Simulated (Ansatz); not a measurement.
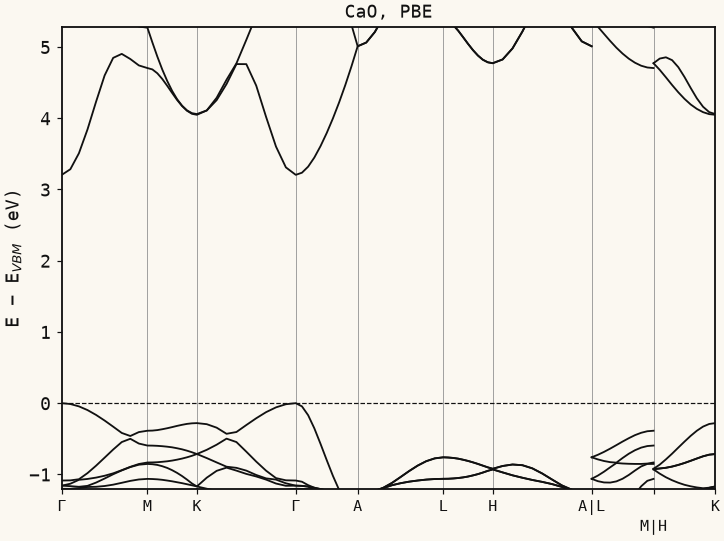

Band structure. Energies are counted from the top of the valence band.

> What lattice type does the k path imply?

A hexagonal (primitive) lattice: the path Γ–M–K–Γ–A–L–H–A|L–M|H–K runs through the special points of its Brillouin zone.

Structure: CaO, space group P6_3/mmc (No. 194), 4 atoms in the cell, relaxed with r2SCAN; a = 3.981 Å, c = 4.770 Å (hexagonal axes).

Ansatz; PBE, Ansatz PAW set, no spin polarisation, no spin-orbit coupling, 12×12×6 k mesh, 420 eV cutoff, Fermi-Dirac smearing of 0.02 eV.

> Metal, semiconductor or insulator, and what is the gap?

The material is gapped. The gap along this path is 3.21 eV and direct: both edges lie at Γ.

> How many bands meet at the valence-band top?

The top valence level at Γ is a single band, not degenerate (spin aside).

> What are the direct gaps at Γ, M and K?

The direct gaps are 3.21 eV at Γ, 5.09 eV at M and 4.33 eV at K.

LDA, GGA and most meta-GGA functionals understate gaps. The usual form of CaO is rocksalt.
